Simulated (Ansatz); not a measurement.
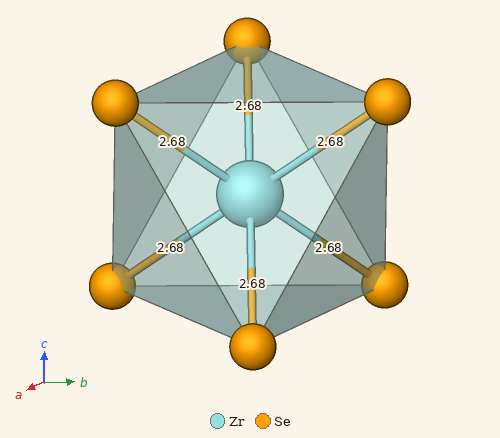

Coordination of Zr in ZrSe₂ (P-3m1); bond lengths in Å. Shape measures S are computed against regular polyhedra or, for capped shapes, the nearer of the equal-edge and equal-bond forms. Source: the end point of a relaxation with DFT PBEsol, scalar-relativistic, plane waves, PAW in Ansatz.

Q: Name the coordination polyhedron and say how regular it is.

A: ZrSe6: an essentially ideal octahedron (coordination number 6, S = 0.04; next best trigonal prism, S = 16.2).

Q: Does the central atom sit at the centroid of its ligands?

A: Yes, to within 0.01 Å; the site symmetry is -3m.
